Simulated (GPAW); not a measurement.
# KI: optical spectrum from first principles

Aim: the dielectric function of KI, and the optical constants that follow from it.

Program: GPAW 26.7.0. Level of theory: DFT, LDA, plane-wave PAW (GPAW data sets), scalar-relativistic, RPA, optical limit. Results are calculated unless marked as measured.

## 1. Set-up

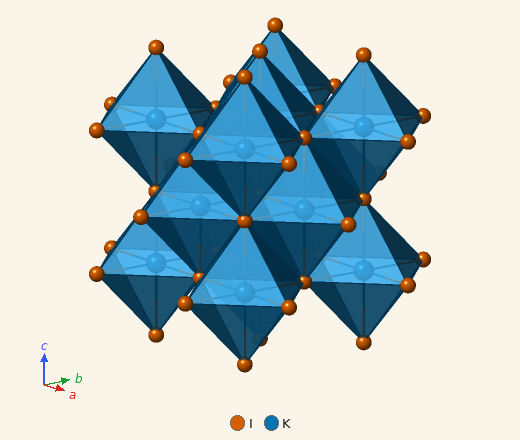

The cell as given, from a free direction (iodine orange, potassium blue). This picture shows the conventional cell, with its axes. Some periodic images of atoms are drawn too.

## 2. Ground state

The self-consistent density comes first; it also tells whether there is a gap, which decides the occupations and the need for a Drude term.

This step: DFT, LDA, plane-wave PAW (GPAW data sets), scalar-relativistic, ground state (GPAW 26.7.0).

File gs.py:

```python
from ase import Atoms
from ase.dft.bandgap import bandgap
from gpaw import GPAW, PW, FermiDirac

atoms = Atoms(['I', 'K'],
              cell=[[0.000000000000, 3.532775000000, 3.532775000000],
                    [3.532775000000, 0.000000000000, 3.532775000000],
                    [3.532775000000, 3.532775000000, 0.000000000000]],
              scaled_positions=[[0.500000000000, 0.500000000000, 0.500000000000],
                                [0.000000000000, 0.000000000000, 0.000000000000]],
              pbc=[True, True, True])
atoms.calc = GPAW(mode=PW(400), xc='LDA', kpts={'size': (6, 6, 6), 'gamma': True},
                  occupations=FermiDirac(0.05), maxiter=150, txt='gs.txt')
print('energy (eV)', atoms.get_potential_energy())
print('Fermi level (eV)', atoms.calc.get_fermi_level())
print('valence electrons', atoms.calc.get_number_of_electrons())
print('gap (eV)', bandgap(atoms.calc, output=None)[0])
print('direct gap (eV)', bandgap(atoms.calc, direct=True, output=None)[0])
atoms.calc.write('gs.gpw')
```

Command:

```console
> OMP_NUM_THREADS=1 python gs.py
```

Numbers of over 12 decimals in the logs are rounded to 6 here.

The log of the run:

```text
__  _  _
 | _ |_)|_||  |
 |__||  | ||/\| - 26.7.0

Versions:
  Python: 3.12.14
  ASE:    3.29.0
  Numpy:  2.5.5
  Scipy:  1.18.1
  Libxc:  7.0.0

Input parameters:
  mode=PW(ecut=400.0),
  kpts=MonkhorstPack(size=(6, 6, 6), gamma=True),
  maxiter=150,
  occupations=Occupations(name='fermi-dirac', width=0.05, fixmagmom=False),
  xc=XC(name='LDA')

Diagonalizing LCAO Hamiltonian
Converting LCAO to pw mode

                   I

       K

Atoms  # Å, Bohr magnetons
|   | symbol |        x |        y |        z |    initial magnetic moments |
| 0 |      I | 3.532775 | 3.532775 | 3.532775 | ( 0.0000,  0.0000,  0.0000) |
| 1 |      K | 0.000000 | 0.000000 | 0.000000 | ( 0.0000,  0.0000,  0.0000) |

Unit cell  # Å
| periodic |        x |        y |        z |  lengths |    angles |
|      yes | 0.000000 | 3.532775 | 3.532775 | 4.996098 | 60.000000 |
|      yes | 3.532775 | 0.000000 | 3.532775 | 4.996098 | 60.000000 |
|      yes | 3.532775 | 3.532775 | 0.000000 | 4.996098 | 60.000000 |

Number of symmetries: 48
Symmetry operations  # r_c * U_cc + t_c -> r_c
|    | kind |            matrix            |
|  0 |  σ   |  1, 0, 0,  1, 0,-1,  1,-1, 0 |
|  1 |  C2  |  1, 0, 0,  1,-1, 0,  1, 0,-1 |
|  2 |  E   |  1, 0, 0,  0, 1, 0,  0, 0, 1 |
|  3 |  σ   |  1, 0, 0,  0, 0, 1,  0, 1, 0 |
|  4 |  C4  |  1, 0,-1,  1, 0, 0,  1,-1, 0 |
|  5 |  S6  |  1, 0,-1,  1,-1, 0,  1, 0, 0 |
|  6 |  σ   |  1, 0,-1,  0, 1,-1,  0, 0,-1 |
|  7 |  C3  |  1, 0,-1,  0, 0,-1,  0, 1,-1 |
|  8 |  S6  |  1,-1, 0,  1, 0, 0,  1, 0,-1 |
|  9 |  C4  |  1,-1, 0,  1, 0,-1,  1, 0, 0 |
| 10 |  C3  |  1,-1, 0,  0,-1, 1,  0,-1, 0 |
| 11 |  σ   |  1,-1, 0,  0,-1, 0,  0,-1, 1 |
| 12 |  σ   |  0, 1, 0,  1, 0, 0,  0, 0, 1 |
| 13 |  C4  |  0, 1, 0,  0, 1,-1, -1, 1, 0 |
| 14 |  C3  |  0, 1, 0,  0, 0, 1,  1, 0, 0 |
| 15 |  S6  |  0, 1, 0, -1, 1, 0,  0, 1,-1 |
| 16 |  C2  |  0, 1,-1,  1, 0,-1,  0, 0,-1 |
| 17 |  σ   |  0, 1,-1,  0, 1, 0, -1, 1, 0 |
| 18 |  S4  |  0, 1,-1,  0, 0,-1,  1, 0,-1 |
| 19 |  C4  |  0, 1,-1, -1, 1, 0,  0, 1, 0 |
| 20 |  C3  |  0, 0, 1,  1, 0, 0,  0, 1, 0 |
| 21 |  σ   |  0, 0, 1,  0, 1, 0,  1, 0, 0 |
| 22 |  S6  |  0, 0, 1,  0,-1, 1, -1, 0, 1 |
| 23 |  C4  |  0, 0, 1, -1, 0, 1,  0,-1, 1 |
| 24 |  S4  |  0, 0,-1,  1, 0,-1,  0, 1,-1 |
| 25 |  C3  |  0, 0,-1,  0, 1,-1,  1, 0,-1 |
| 26 |  C2  |  0, 0,-1,  0,-1, 0, -1, 0, 0 |
| 27 |  S6  |  0, 0,-1, -1, 0, 0,  0,-1, 0 |
| 28 |  S4  |  0,-1, 1,  1,-1, 0,  0,-1, 0 |
| 29 |  C4  |  0,-1, 1,  0, 0, 1, -1, 0, 1 |
| 30 |  C2  |  0,-1, 1,  0,-1, 0,  1,-1, 0 |
| 31 |  σ   |  0,-1, 1, -1, 0, 1,  0, 0, 1 |
| 32 |  C3  |  0,-1, 0,  1,-1, 0,  0,-1, 1 |
| 33 |  S6  |  0,-1, 0,  0, 0,-1, -1, 0, 0 |
| 34 |  S4  |  0,-1, 0,  0,-1, 1,  1,-1, 0 |
| 35 |  C2  |  0,-1, 0, -1, 0, 0,  0, 0,-1 |
| 36 |  C2  | -1, 1, 0,  0, 1, 0,  0, 1,-1 |
| 37 |  S6  | -1, 1, 0,  0, 1,-1,  0, 1, 0 |
| 38 |  S4  | -1, 1, 0, -1, 0, 1, -1, 0, 0 |
| 39 |  C3  | -1, 1, 0, -1, 0, 0, -1, 0, 1 |
| 40 |  S6  | -1, 0, 1,  0, 0, 1,  0,-1, 1 |
| 41 |  C2  | -1, 0, 1,  0,-1, 1,  0, 0, 1 |
| 42 |  C3  | -1, 0, 1, -1, 1, 0, -1, 0, 0 |
| 43 |  S4  | -1, 0, 1, -1, 0, 0, -1, 1, 0 |
| 44 |  C2  | -1, 0, 0,  0, 0,-1,  0,-1, 0 |
| 45 |  i   | -1, 0, 0,  0,-1, 0,  0, 0,-1 |
| 46 |  σ   | -1, 0, 0, -1, 1, 0, -1, 0, 1 |
| 47 |  C2  | -1, 0, 0, -1, 0, 1, -1, 1, 0 |

BZ-sampling:
  Number of BZ points: 216
  Number of IBZ points: 16

  Monkhorst-Pack size: [6, 6, 6]
  Monkhorst-Pack shift: [0.083333, 0.083333, 0.083333]

K-points  # in reciprocal-cell coordinates
|     |                                coordinates |     weight |
|   0 | (  0.00000000,   0.00000000,   0.00000000) | 0.00462963 |
|   1 | (  0.16666667,   0.16666667,   0.00000000) | 0.02777778 |
|   2 | (  0.16666667,   0.16666667,   0.16666667) | 0.03703704 |
|   3 | (  0.33333333,   0.16666667,   0.16666667) | 0.05555556 |
|   4 | (  0.33333333,   0.33333333,  -0.33333333) | 0.05555556 |
|   5 | (  0.33333333,   0.33333333,   0.00000000) | 0.02777778 |
|   6 | (  0.33333333,   0.33333333,   0.16666667) | 0.11111111 |
|   7 | (  0.33333333,   0.33333333,   0.33333333) | 0.03703704 |
|   8 | (  0.50000000,   0.33333333,  -0.33333333) | 0.11111111 |
|   9 | (  0.50000000,   0.33333333,  -0.16666667) | 0.05555556 |
| ... |                                            |            |
|  15 | (  0.50000000,   0.50000000,   0.50000000) | 0.01851852 |

Plane wave coefficients: 1639
Cutoff: 400.0 eV

Spin-components: 1 (collinear spins)
Bands:           9
Projectors:      10
Spin-degeneracy: 2
Datatype:        complex128

Parallelization:
  kpt:    1
  domain: 1
  band:   1

Density:
  Valence electrons: 16.0
  Components: 1
  Grid points: [24 24 24]
  Charge: 0.0  # |e|

Potential:
  Grid points: [24 24 24]

species:
  I:
    name:    Iodine
    id:
    Z:       53.0
    valence: 7
    core:    46
    charge:  0.0  # [|e|]
    compensation charges:
      type: gauss
      rc: 0.37  # [Å]
      lmax: 2
    cutoffs:
      filter: 2.06  # [Å]
      core: 2.90  # [Å]
    projectors
    | kind |    occ | energy [eV] | rcut [Å] |
    |   5s |  2.000 |     -17.626 |    1.164 |
    |   5p |  5.000 |      -7.241 |    1.164 |
    |    s |        |       9.585 |    1.164 |
    |    p |        |      19.970 |    1.164 |
    |    d |        |       0.000 |    1.164 |

    Using partial waves for I as LCAO basis

  K:
    name:    Potassium
    id:
    Z:       19.0
    valence: 9
    core:    10
    charge:  0.0  # [|e|]
    compensation charges:
      type: gauss
      rc: 0.35  # [Å]
      lmax: 2
    cutoffs:
      filter: 1.91  # [Å]
      core: 1.27  # [Å]
    projectors
    | kind |    occ | energy [eV] | rcut [Å] |
    |   3s |  2.000 |     -35.177 |    1.122 |
    |   4s |  1.000 |      -2.428 |    1.122 |
    |   3p |  6.000 |     -18.839 |    1.106 |
    |    p |        |       8.373 |    1.106 |
    |    d |        |       0.000 |    0.937 |

    Using partial waves for K as LCAO basis

Reference energy: -209724.155214  # eV

eigensolver:
  PPCG
  Converge bands: occupied
  niter=2

density mixing:
  MSR1-Mixer
  Pratt-step length: 0.05
  Maximum mixing coefficient: 0.75
  Old densities: 10
  SVD Regularization: 0.005
  Good broyden scale: 1.0
  Trust region scale: 1.0
  Backstep threshold: 4.0
  History deletion threshold: 6.0
  Fourier metric: weight=20.0, sigma=0.015

occupation numbers:
  Fermi-Dirac:
    width: 0.0500  # eV

poisson solver:
  ecut: 3200.0  # eV

xc functional:
  name: None

convergence criteria:
- Maximum [total energy] change in last 3 cyles: 0.0005 eV / valence electron
- Maximum integral of absolute [dens]ity change: 0.0001 electrons / valence electron
- Maximum integral of absolute [eigenst]ate change: 4e-08 eV^2 / valence electron
maximum number of iterations: 150

SCF iterations
|iter     |      energy | eigst |  dens |
|iter:   1||   -6.371333 | -0.47 |       |
|iter:   2||   -6.362251 | -2.13 | -1.39 |
|iter:   3||   -6.284508 | -1.76 | -1.42 |
|iter:   4||   -6.279458 | -3.01 | -1.75 |
|iter:   5||   -6.279438c| -4.20 | -2.16 |
|iter:   6||   -6.279459c| -5.51 | -2.72 |
|iter:   7||   -6.279460c| -6.77 | -3.68 |
|iter:   8||   -6.279460c| -7.77c| -4.14c|

Converged in 8 steps
SCF loop duration: 3.769 s (0.471 s/step)
Energy contributions relative to reference atoms: (reference = -209724.155214)

Energy contributions:
  Kinetic:           2.424582
  Coulomb:          -2.262695
  Zero:             -0.616356
  External:          0.000000
  Xc:               -5.824991
  Entropy:          -0.000000
  Spinorbit:         0.000000
  ----------------------------
  Free energy:      -6.279460
  Extrapolated:     -6.279460

dipole moment: (-25.669008, -25.669008, -25.669008)  # |e|*Ang

Fermi level: 1.872
Eigenvalues  # (at kpt = [0.000, 0.000, 0.000])
| band index |      eig [eV] | occ [0-2] |
|          0 |       -27.966 |     2.000 |
|          1 |       -11.677 |     2.000 |
|          2 |       -11.677 |     2.000 |
|          3 |       -11.677 |     2.000 |
|          4 |       -10.386 |     2.000 |
|          5 |         0.206 |     2.000 |
|          6 |         0.206 |     2.000 |
|          7 |         0.206 |     2.000 |
|          8 |         3.821 |     0.000 |

Gap: 3.615 eV
Transition (v -> c):
  (s=0, k=0, n=7, [0.00, 0.00, 0.00]) -> (s=0, k=0, n=8, [0.00, 0.00, 0.00])
No difference between direct/indirect transitions

--- standard output ---
energy (eV) -6.279460
Fermi level (eV) 1.872143
valence electrons 16.0
gap (eV) 3.615188
direct gap (eV) 3.615188
```

Run time: 5.2 s. Hardware: 1 thread of Arm Neoverse V1, shared host; peak memory 0.14 GiB.

Read-outs, printed or worked out from the files:

| Quantity | Value |
| --- | --- |
| energy | -6.279 eV |
| Fermi energy | 1.872 eV |
| gap on the k-mesh | 3.615 eV |
| direct gap on the mesh | 3.615 eV |
| electrons | 16 |

There is a gap, 3.62 eV on this mesh (points off the mesh can give less), so no carriers' term is needed.

## 3. Bands for the response

At the fixed density, many empty bands are solved on the mesh of the response, since the spectrum sums over them.

This step: DFT, LDA, plane-wave PAW (GPAW data sets), scalar-relativistic, bands at fixed density (GPAW 26.7.0).

File nscf.py:

```python
from ase.dft.bandgap import bandgap
from gpaw import GPAW, FermiDirac

calc = GPAW('gs.gpw').fixed_density(kpts={'size': (10, 10, 10), 'gamma': True}, nbands=56, convergence={'bands': 50},
                                    occupations=FermiDirac(0.001), txt='nscf.txt')
print('gap (eV)', bandgap(calc, output=None)[0])
print('direct gap (eV)', bandgap(calc, direct=True, output=None)[0])
print('top band over the Fermi level (eV)', min(calc.get_eigenvalues(kpt=k)[49] for k in range(len(calc.get_ibz_k_points()))) - calc.get_fermi_level())
calc.write('full.gpw', mode='all')
```

Command:

```console
> OMP_NUM_THREADS=1 python nscf.py
```

The log of the run:

```text
Diagonalizing LCAO Hamiltonian
Converting LCAO to pw mode
convergence criteria:
- Maximum integral of absolute [eigenst]ate change: 4e-08 eV^2 / valence electron
maximum number of iterations: 150

SCF iterations
|iter     |      energy | eigst |  dens |
|iter:   1||             | +3.79 |       |
|iter:   2||             | +2.53 |       |
|iter:   3||             | +1.43 |       |
|iter:   4||             | +0.08 |       |
|iter:   5||             | -0.99 |       |
|iter:   6||             | -2.05 |       |
|iter:   7||             | -2.88 |       |
|iter:   8||             | -3.87 |       |
|iter:   9||             | -4.64 |       |
|iter:  10||             | -5.57 |       |
|iter:  11||             | -6.29 |       |
|iter:  12||             | -7.01 |       |
|iter:  13||             | -7.51c|       |
SCF steps: 13
  __  _  _
 | _ |_)|_||  |
 |__||  | ||/\| - 26.7.0

Versions:
  Python: 3.12.14
  ASE:    3.29.0
  Numpy:  2.5.5
  Scipy:  1.18.1
  Libxc:  7.0.0

Input parameters:
  mode=PW(ecut=400.0),
  convergence={'bands': 50},
  gpts=array([24, 24, 24]),
  kpts=MonkhorstPack(size=(10, 10, 10), gamma=True),
  maxiter=150,
  nbands=56,
  occupations=Occupations(name='fermi-dirac', width=0.001, fixmagmom=False),
  parallel={},
  xc=XC(name='LDA')

--- standard output ---
gap (eV) 3.615188
direct gap (eV) 3.615188
top band over the Fermi level (eV) 29.541916
```

Run time: 1.7 min. Hardware: 1 thread; peak memory 0.22 GiB.

## 4. Dielectric function, RPA

Transitions between filled and empty bands, summed over the zone, give the optical response, so mesh, band count and broadening shape it.

The induced potential is part of this response.

This step: DFT, LDA, plane-wave PAW (GPAW data sets), scalar-relativistic, RPA, optical limit (GPAW 26.7.0).

File df.py:

```python
from gpaw.response.df import DielectricFunction

df = DielectricFunction('full.gpw', frequencies={'type': 'nonlinear', 'domega0': 0.03, 'omega2': 8},
                        ecut=80,
                        eta=0.2,
                        nbands=50,
                        txt='df.txt')
for direction in ['x']:
    df.get_dielectric_function(xc='RPA', direction=direction, filename=f'df_{direction}.csv')
```

Command:

```console
> OMP_NUM_THREADS=1 python df.py
```

The log of the run:

```text
Using integrator: PointIntegrator
NonLinearFrequencyDescriptor(from 0.000 to 62.066 eV, 492 points)
Nonperiodic BCs:  [False False False]
Using integrator: PointIntegrator
NonLinearFrequencyDescriptor(from 0.000 to 62.066 eV, 492 points)
Nonperiodic BCs:  [False False False]

Calculating chi0 body with:
    Ground state adapter containing:
    Number of spins: 1
    Number of kpoints: 1000
    Number of irreducible kpoints: 47
    Number of completely occupied states: 8
    Number of partially occupied states: 8

    Linear response parametrization:
    q_c: [0.0, 0.0, 0.0]
    Number of frequency points: 492
    Planewave cutoff: 80.0
    Number of bands: 50
    Number of planewaves: 137
    Broadening (eta): 0.2

Integrating chi0 body.

Symmetries of q_c:
    Direct symmetries (Uq -> q): 48
    Indirect symmetries (TUq -> q): 0
In total 48 allowed symmetries.

47 groups of equivalent kpoints. 95.3% reduction.

Integral kind: spectral function

Calculating chi0 optical extensions with:
    Ground state adapter containing:
    Number of spins: 1
    Number of kpoints: 1000
    Number of irreducible kpoints: 47
    Number of completely occupied states: 8
    Number of partially occupied states: 8

    Linear response parametrization:
    Number of frequency points: 492
    Planewave cutoff: 80.0
    Number of bands: 50
    Number of planewaves: 137
    Broadening (eta): 0.2
Integrating chi0 head and wings.

Symmetries of q_c:
    Direct symmetries (Uq -> q): 48
    Indirect symmetries (TUq -> q): 0
In total 48 allowed symmetries.

47 groups of equivalent kpoints. 95.3% reduction.

Integral kind: spectral function wings
```

Wall time 18 s (1 thread); peak memory 0.63 GiB.

Read-outs, printed or worked out from the files:

| Quantity | Value |
| --- | --- |
| electronic dielectric constant ε∞, mean over x, y and z (by symmetry where fewer were run) | 2.733 |
| main peak of Im epsilon, first axis | 5.951 eV |
| centre of weight of the strongest loss peak in the window | 11.13 eV |

Some rows of df_x.csv (energy; Re and Im without local fields; Re and Im with them):

```text
0.000000, 3.353418, 0.000000, 2.733472, 0.000000
0.555532, 3.369258, 0.011566, 2.744240, 0.007863
1.143969, 3.422645, 0.025325, 2.780541, 0.017225
1.768324, 3.528811, 0.044168, 2.852797, 0.030095
2.431988, 3.720568, 0.075389, 2.983765, 0.051706
3.138794, 4.086579, 0.150284, 3.237164, 0.106153
3.893091, 4.749633, 0.665518, 3.680956, 0.520737
4.699832, 5.283536, 1.366872, 3.838056, 0.966332
5.564682, 5.453146, 4.914052, 4.196945, 2.778546
6.494155, 1.750004, 3.995656, 1.497848, 2.780733
7.495775, 1.072350, 5.085092, 1.994860, 2.464533
8.578281, -0.614505, 3.154175, 1.249927, 2.431110
9.751884, -0.433309, 0.943455, -0.341415, 1.877759
11.028587, 0.166865, 0.797453, 0.084356, 0.838270
12.422601, 1.008819, 1.156789, 0.907530, 0.416175
13.950874, 0.262263, 0.631925, 0.873063, 0.880278
15.633783, 0.771410, 0.406340, 0.778101, 0.542391
17.496047, 1.082403, 0.568291, 0.762347, 0.536624
19.567954, 1.152886, 0.926829, 0.716901, 0.521647
```

The Im ε, E ∥ x has structure finer than the step of the table below, so its rows give means over 2 eV, whole bins alone (the curve runs from 0 to 19.9 eV). Peaks (eV: height): 6.0: 3.57, 7.8: 2.71, 9.3: 2.76, 14.3: 0.935.

Values under the direct gap are tails of Lorentzian lines. Table of Im ε, E ∥ x by photon energy; means over each step:

```csv
photon energy (eV),"Im ε, E ∥ x"
2,0.0409
4,0.571
6,2.69
8,2.41
10,1.63
12,0.480
14,0.820
16,0.561
18,0.528
```

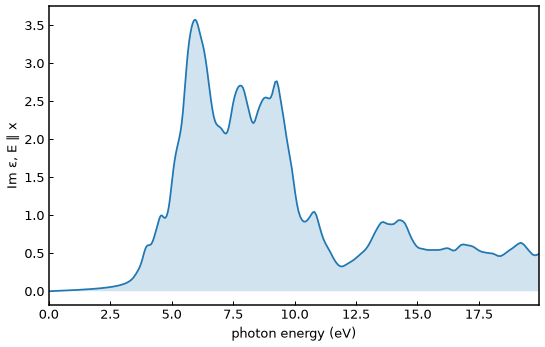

Im ε, E ∥ x against photon energy.

Table of Re ε, E ∥ x by photon energy:

```csv
photon energy (eV),"Re ε, E ∥ x"
0,2.73
1,2.77
2,2.89
3,3.17
4,3.65
5,4.28
6,2.67
7,1.72
8,1.19
9,0.851
10,-0.387
11,0.0867
12,0.683
13,1.11
14,0.869
15,0.642
16,0.819
17,0.807
18,0.802
19,0.877
```

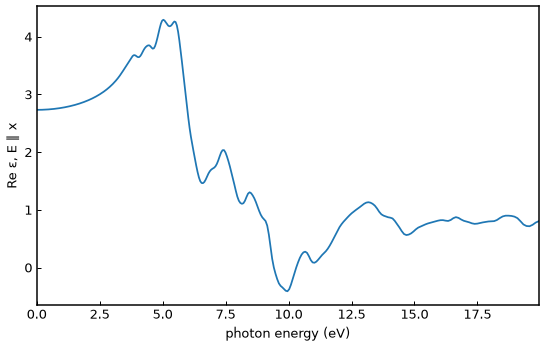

Re ε, E ∥ x against photon energy.

Table of refractive index n and extinction k by photon energy:

```csv
photon energy (eV),n,k
0,1.65,0
2,1.70,0.0107
4,1.92,0.155
6,1.89,0.943
8,1.42,0.906
10,0.716,0.948
12,0.849,0.196
14,1.03,0.430
16,0.951,0.290
18,0.934,0.267
```

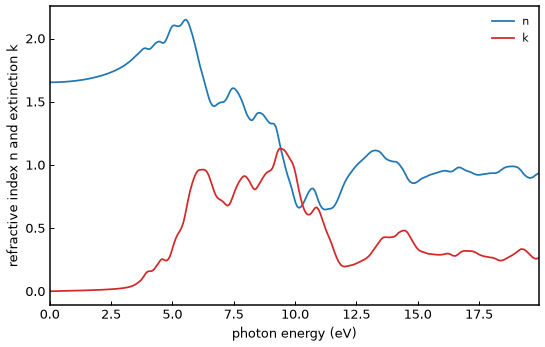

Refractive index n and extinction k, plotted against photon energy.

The loss function −Im 1/ε at q → 0, E ∥ x has structure finer than the step of the table below, so its rows give means over 1 eV, whole bins alone (the curve runs from 0 to 19.9 eV). Peaks (eV: height): 11.5: 1.51, 14.8: 0.859, 19.4: 0.675.

Values under the direct gap are tails of Lorentzian lines. Table of loss function −Im 1/ε at q → 0, E ∥ x by energy loss; means over each step:

```csv
energy loss (eV),"loss function −Im 1/ε at q → 0, E ∥ x"
1,0.00194
2,0.00441
3,0.00964
4,0.0387
5,0.0754
6,0.183
7,0.277
8,0.308
9,0.351
10,0.740
11,1.19
12,0.750
13,0.404
14,0.590
15,0.754
16,0.578
17,0.585
18,0.552
19,0.555
```

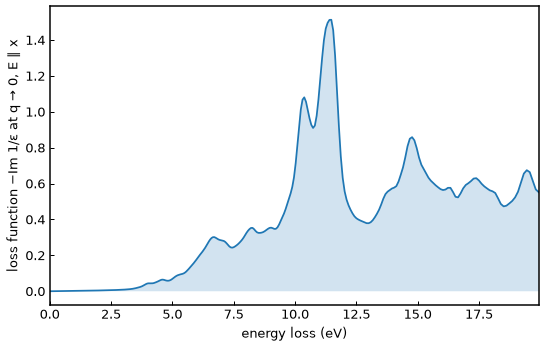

Loss function −Im 1/ε at q → 0, E ∥ x, plotted against energy loss.

The Im ε, E ∥ x has structure finer than the step of the table below, so its rows give means over 1 eV, whole bins alone (the curve runs from 0 to 19.9 eV). Peaks (eV: height): without local fields 5.8: 5.56, 7.5: 5.09, 13.0: 1.38; with local fields 6.0: 3.57, 7.8: 2.71, 9.3: 2.76, 14.3: 0.935.

Values under the direct gap are tails of Lorentzian lines. Im ε, E ∥ x against photon energy; means over each step:

```csv
photon energy (eV),without local fields,with local fields
1,0.0221,0.0150
2,0.0546,0.0373
3,0.142,0.101
4,0.723,0.549
5,2.41,1.49
6,5.00,3.24
7,4.15,2.26
8,3.90,2.49
9,2.28,2.57
10,0.886,1.46
11,0.827,0.819
12,0.753,0.378
13,1.25,0.633
14,0.618,0.904
15,0.376,0.636
16,0.389,0.549
17,0.479,0.585
18,0.623,0.495
19,0.853,0.574
```

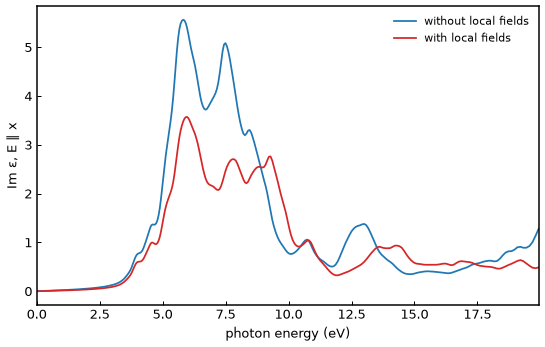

Im ε, E ∥ x against photon energy.

At chosen wavelengths:

```csv
wavelength (nm),n,k,R (%),1/α
1064,1.67,0.005,6.3,16 µm
633,1.70,0.010,6.7,4.9 µm
450,1.75,0.020,7.5,1.8 µm
405,1.79,0.027,8.0,1.2 µm
365,1.84,0.044,8.8,658 nm
248,2.10,0.334,13.6,59 nm
193,1.57,0.939,16.1,16 nm
```

Below the direct gap, k and the depth come from the tails of the Lorentzian lines, not from transitions.

Rows near the edge hang on the gap, which this functional as a rule makes too small, and phonon-assisted absorption is left out.

## 5. Results

```yaml
electronic_dielectric_constant_eps_infinity_mean_over_x_y_and_z_by_symmetry_where_fewer_were_run_rpa: 2.73
main_peak_of_im_epsilon_first_axis: 5.95 eV
centre_of_weight_of_the_strongest_loss_peak_in_the_window_first_axis: 11.1 eV
```

In words: At this level (LDA, RPA) KI has ε∞ = 2.73 and n = 1.66 at 1550 nm, and Im ε peaks at 6.0 eV. On the mesh the gap is 3.62 eV and the least direct gap 3.62 eV. Local fields change the static value along x from 3.35 to 2.73 (-18 %). Distinct maxima of Im ε, read by a parabola through the highest points, lie at 5.95 eV (3.6), 7.80 eV (2.7), 9.26 eV (2.8) and 14.27 eV (0.94). Excitons and phonon-assisted transitions are missing; LDA gaps are as a rule too small, which pulls the onset down and ε∞ up. Spin-orbit coupling is left out although heavy atoms are present. The sum runs over mesh points, so small or evenly spaced maxima can still be ripples of the mesh. Besides steps told in other documents, this task had 1 step that the program refused or didn't finish; those not told in a step above aren't shown.

[Machine, clock and banner lines and Python warnings are left out of the logs.]

[Logs are printed without paths, hosts, clocks, repeated set-up lines and the standing remarks that a program may print on its own settings, such as how far it seeks lower states.]

[Hosts, paths, dates, database ids (printed as entryN), source tags and the programs' standing remarks are cut or masked in the printed files.]
